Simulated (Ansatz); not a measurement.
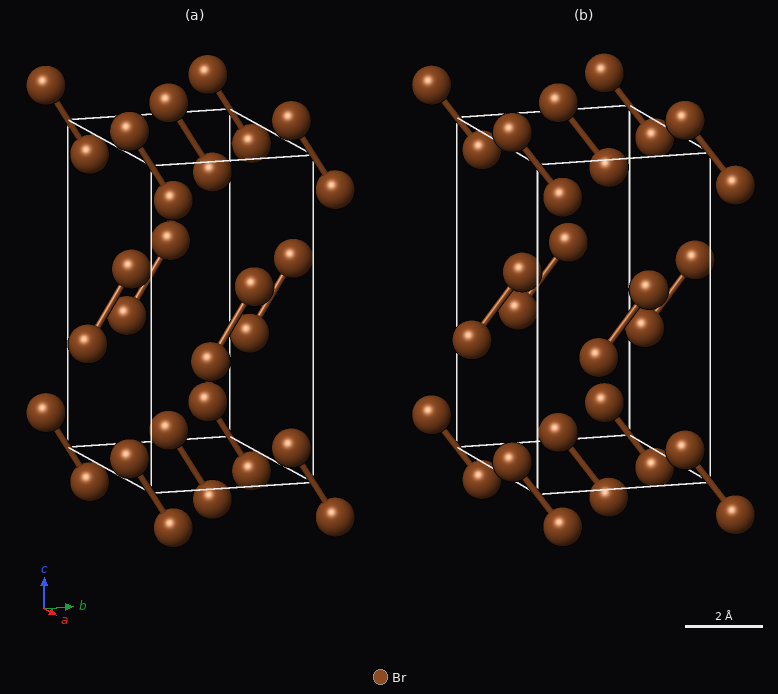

Left: a symmetric starting cell of Br. Right: the same structure after one change, at the same scale. The picture is a ball-and-stick view of the conventional cell (2 times the calculation's cell), seen slightly off an axis. Lengths and directions refer to the drawn axes.

Theory: Ansatz, DFT PBE, scalar-relativistic, plane waves, PAW. Settings: plane-wave cutoff 420 eV; k-point mesh 8 × 8 × 4; occupations gaussian; smearing width 0.02 eV; no spin polarisation.

Question: What was changed?

Answer: The cell is strained by +8.0 % roughly along [−1 3 0], +1.4 % along [2 1 0], +0.7 % along c (volume +10.3 %) and atoms are displaced by 0.15 Å relative to the cell. No relaxation follows. The starting cell wasn't computed here and needn't be at equilibrium, so pressure and forces aren't due to the change alone.

Question: And its effect?

Answer: The pressure is 3.5 GPa (not all of it need come from the change, since the unchanged cell can be under pressure at this level too). The principal stresses (compression positive) are 6.1 GPa along c, 3.6 GPa roughly along [1 3 0], 0.9 GPa along [3 −1 0]. The largest forces, 2 eV/Å, act on 4 Br atoms of the calculation's cell. The forces point partly back along the displacements (cosine −0.39). Among the bonded contacts that change: Br–Br 2.268 → 2.213 Å. The space group (tolerance 0.01 Å) goes from Cmce (No. 64) to P2_1/c (No. 14).
